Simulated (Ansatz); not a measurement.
## Electronic structure of Cd15HgTe16 (cell with a defect) in real space

Input

```
crystal:
  lattice:
    - [6.620040467, 6.620040467, 6.620040467]
    - [-6.620040467, 6.620040467, -6.620040467]
    - [-6.620040467, -6.620040467, 6.620040467]
  atoms:
    - { symbol: Hg, position: [0.0, 0.0, 0.0] }
    - { symbol: Cd, position: [0.0, 0.75, 0.25] }
    - { symbol: Cd, position: [0.25, 0.75, 0.0] }
    - { symbol: Cd, position: [0.0, 0.5, 0.5] }
    - { symbol: Cd, position: [0.25, 0.5, 0.25] }
    - { symbol: Cd, position: [0.5, 0.5, 0.0] }
    - { symbol: Cd, position: [0.0, 0.25, 0.75] }
    - { symbol: Cd, position: [0.25, 0.25, 0.5] }
    - { symbol: Cd, position: [0.5, 0.25, 0.25] }
    - { symbol: Cd, position: [0.75, 0.25, 0.0] }
    - { symbol: Cd, position: [0.25, 0.0, 0.75] }
    - { symbol: Cd, position: [0.5, 0.0, 0.5] }
    - { symbol: Cd, position: [0.75, 0.0, 0.25] }
    - { symbol: Cd, position: [0.5, 0.75, 0.75] }
    - { symbol: Cd, position: [0.75, 0.75, 0.5] }
    - { symbol: Cd, position: [0.75, 0.5, 0.75] }
    - { symbol: Te, position: [0.25, 0.0, 0.0] }
    - { symbol: Te, position: [0.25, 0.75, 0.25] }
    - { symbol: Te, position: [0.5, 0.75, 0.0] }
    - { symbol: Te, position: [0.25, 0.5, 0.5] }
    - { symbol: Te, position: [0.5, 0.5, 0.25] }
    - { symbol: Te, position: [0.75, 0.5, 0.0] }
    - { symbol: Te, position: [0.25, 0.25, 0.75] }
    - { symbol: Te, position: [0.5, 0.25, 0.5] }
    - { symbol: Te, position: [0.75, 0.25, 0.25] }
    - { symbol: Te, position: [0.0, 0.25, 0.0] }
    - { symbol: Te, position: [0.5, 0.0, 0.75] }
    - { symbol: Te, position: [0.75, 0.0, 0.5] }
    - { symbol: Te, position: [0.0, 0.0, 0.25] }
    - { symbol: Te, position: [0.75, 0.75, 0.75] }
    - { symbol: Te, position: [0.0, 0.75, 0.5] }
    - { symbol: Te, position: [0.0, 0.5, 0.75] }
  host:
    lattice:
      - [0.0, 3.3100202335, 3.3100202335]
      - [3.3100202335, 0.0, 3.3100202335]
      - [3.3100202335, 3.3100202335, 0.0]
    atoms:
      - { symbol: Cd, position: [0.0, 0.0, 0.0] }
      - { symbol: Te, position: [0.25, 0.25, 0.25] }
basis:
  ecutwfc: 420
  xc_grid: 2
kpoints:
  mp_grid: { grid: [2, 2, 2], shift: [0.5, 0.5, 0.5] }
hamiltonian:
  xc: pbe
scf:
  occupations: { method: gaussian, width: 0.02 }
output:
  forces: true
  stress: false
  eigenvalues: true
  charged_corrections: { defect_position: [0.0, 0.0, 0.0] }
  write_density: true
  write_potential: true
  elf: true
  volumetric_format: npy
relax:
  adjacent_minimum: "off"
  f_tol: 0.03
  max_steps: 40
```

Run with:

```sh
ansatz run input.yaml --threads 8 --pin off --max-ram 16384MiB --backend cpu --events-out ev --progress --plain --runs-dir out
```

The fields are those of the relaxed geometry.

These are results of DFT PBE, scalar-relativistic, plane waves, PAW (Ansatz 0.2.0), not measurements.

The density is the valence pseudo-density of a PAW calculation; it isn't the true density close to the nuclei.

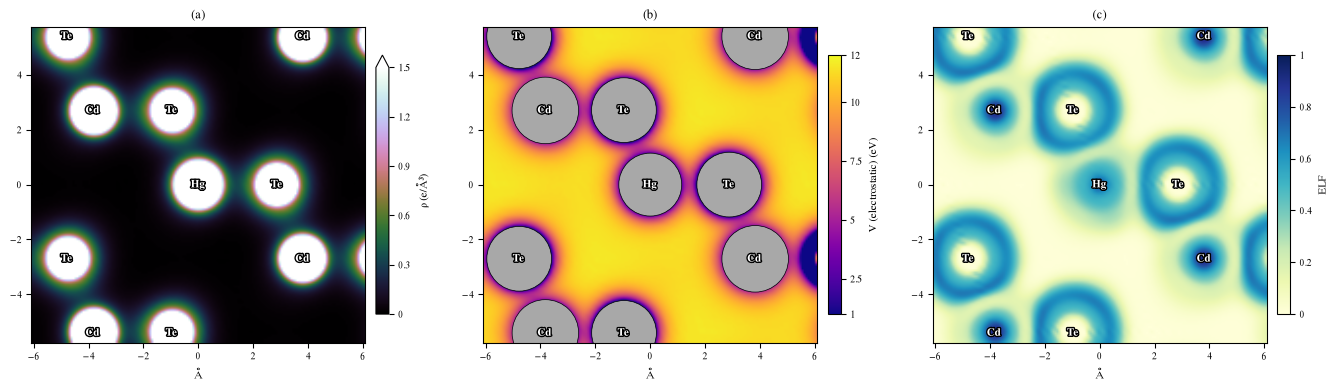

Figure 1. (a) valence charge density (pseudo); (b) electrostatic potential (local pseudopotential plus Hartree) felt by an electron; (c) ELF on the (100) plane of the calculation cell. Grey discs cover the atomic cores in the potential map.

> Interpret the plot.

The plane passes through Hg, Cd and Te nuclei.
Cd–Te (2.87 Å): ρ at the midpoint is about 0.32 e/Å³; the ELF is about 0.50 at the midpoint and 0.15 at its lowest between the atoms.
Hg–Te (2.88 Å): ρ is about 0.33 e/Å³ halfway; the ELF is about 0.40 at the midpoint and 0.25 at its lowest between the atoms.
Between the atoms the lowest density in this plane is 0.005 e/Å³.
The features right at Hg and Cd lie inside the PAW spheres, where the map follows smoothed inner orbitals and isn't to be read closely.
Outside the cores the potential energy rises away from the atoms and is highest about 2.8 Å from the nearest atoms; its zero is arbitrary.

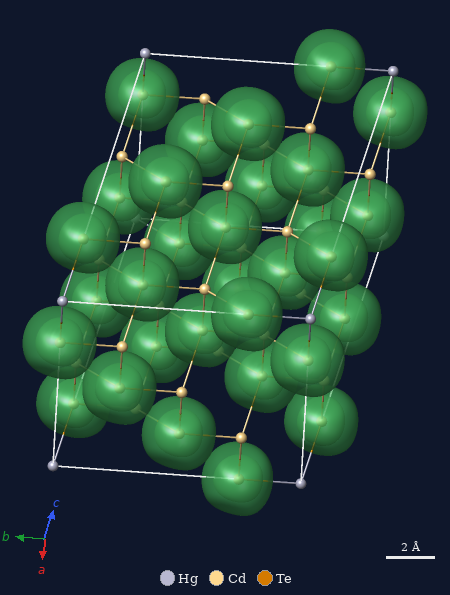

Figure 2. Isosurface of the ELF at 0.55 (green), seen at an oblique angle. Core shells and regions of very low density are left out. Sticks mark near contacts.

> Where are the electrons localised?

The ELF exceeds this value in 16 regions wrapped around Te (the valence shell of each), counted in one cell of 32 atoms. Regions shared between cells count once.

> Metal or insulator at this level of theory?

It is gapped, with a Kohn–Sham gap of 1.9 eV on the k-point mesh, an upper bound to the gap of this method.
